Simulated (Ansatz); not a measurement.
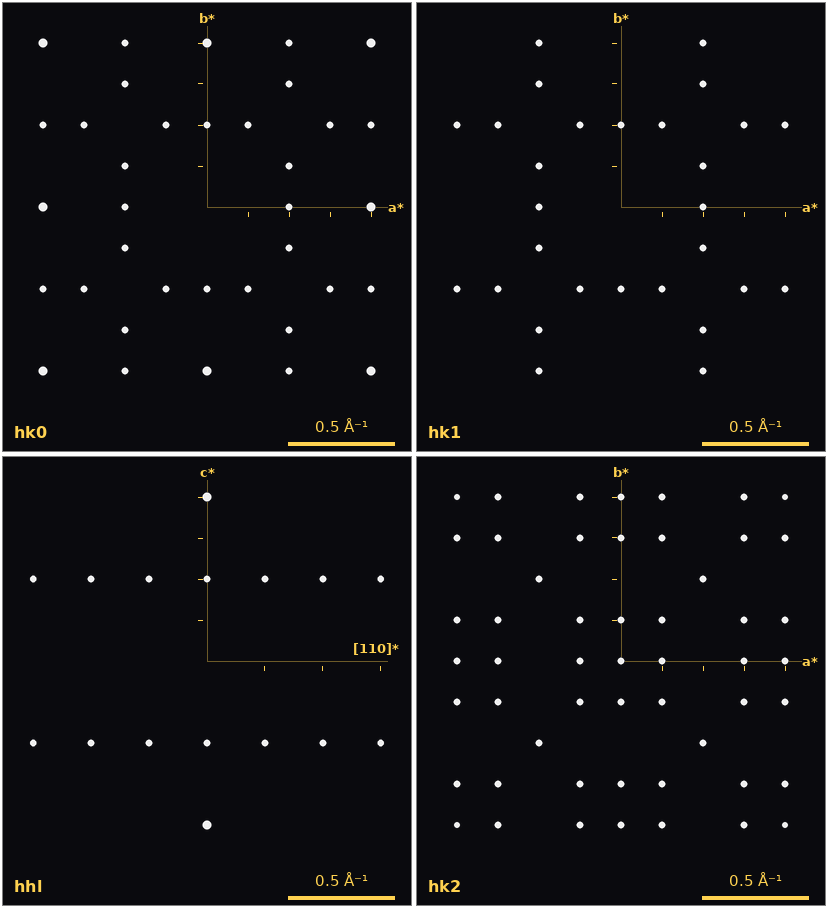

Four undistorted layers of reciprocal space, calculated for a single crystal (neutrons, kinematic |F|², B = 0.5 Å²). Tick marks count the reciprocal lattice steps of the conventional cell along each axis.

> Read the reciprocal cell and give the direct cell.

a* = 0.195, b* = 0.195, c* = 0.195 Å⁻¹; the cell is cubic with a = 5.14 Å.

> List the systematic absences.

Reflections are present only under these conditions. hkl: no condition; hk0: no condition; hhl: l = 2n; h00: h = 2n. The lattice is primitive (P). Further gaps, such as 0 4 1, 4 0 1, 1 4 0, come from atoms on special positions, not from the group's general conditions. A few very weak reflections are below the display threshold.

> Which space groups fit?

The intensities have Laue symmetry m-3m (the hk0 layer shows 4mm, hk1 shows 4mm). With these conditions the candidates are P-43n (No. 218), Pm-3n (No. 223). Diffraction geometry alone does not choose among them; the structure has Pm-3n. The compound is Al. Structure: the input geometry of an electronic-structure calculation (not necessarily at equilibrium); the starting structure was generated, so it need not be a known form of this composition.
